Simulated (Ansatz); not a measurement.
System: Ti, space group Fm-3m (No. 225).

The given structure:
```yaml
crystal:
  lattice:
    - [0.00000, -2.03000, -2.03000]
    - [-2.03000, 0.00000, -2.03000]
    - [2.03000, 2.03000, -4.06000]
  atoms:
    - { symbol: Ti, position: [0.50000, 0.50000, 0.50000] }
    - { symbol: Ti, position: [0.00000, 0.00000, 0.00000] }
```

Displacement pattern for amplitude 1 (x, y, z for each atom, in the order of the cell):
```json
{"atom": "Ti1", "x": "0.41", "y": "0.41", "z": "0.82"}
{"atom": "Ti2", "x": "-0.41", "y": "-0.41", "z": "-0.82"}
```

Method: a normal mode of the cell frozen into a crystal at growing amplitude, by plane-wave density functional theory with PAW datasets, free energies less that of the undisturbed cell; scalar-relativistic (Ansatz 0.2.0). Level: PBEsol, no spin polarisation.

wave cutoff 420 eV; k mesh 18×18×20; occupations Gaussian; smearing width 0.15 eV; k shift (0, 0, 0) (mesh steps); start as given.

The points at mode amplitude −0.15, −0.05, 0.1 and 0.2 follow from computed ones by symmetry.

Describe the result: the energy change and force along the mode against mode amplitude. The mode amplitude takes the values −0.200, −0.150, −0.100, −0.050, 0.000, 0.025, 0.050, 0.075, 0.100, 0.125, 0.150, 0.175, 0.200 Å.

The energy rises on both sides of the starting structure, which is therefore a minimum along this path. The energy change is 59.4 meV/cell at mode amplitude −0.200 Å and 59.4 meV/cell at 0.200 Å; the lowest computed point is at mode amplitude 0.000 Å (0.0 meV/cell). The force along the mode falls from 0.60 eV/Å at mode amplitude −0.200 Å to −0.60 eV/Å at 0.200 Å, and changes sign near 0.000 Å. The harmonic force constant k (E = k x²/2 near the start) is 2.99 eV/Å².

```csv
"mode amplitude, largest move (Å)",energy change (meV/cell),force along the mode (eV/Å)
-0.200,59.4,0.60
-0.150,33.3,0.45
-0.100,14.8,0.30
-0.050,3.7,0.15
0.000,0.0,0.00
0.025,0.9,-0.07
0.050,3.7,-0.15
0.075,8.4,-0.22
0.100,14.8,-0.30
0.125,23.2,-0.37
0.150,33.3,-0.45
0.175,45.4,-0.52
0.200,59.4,-0.60
```

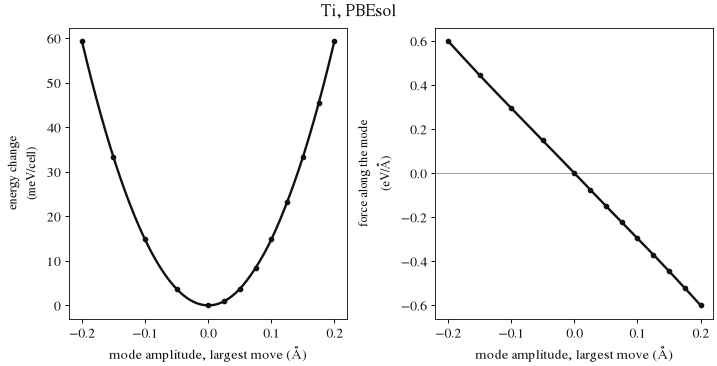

Keep in mind: reference crystal is not relaxed.
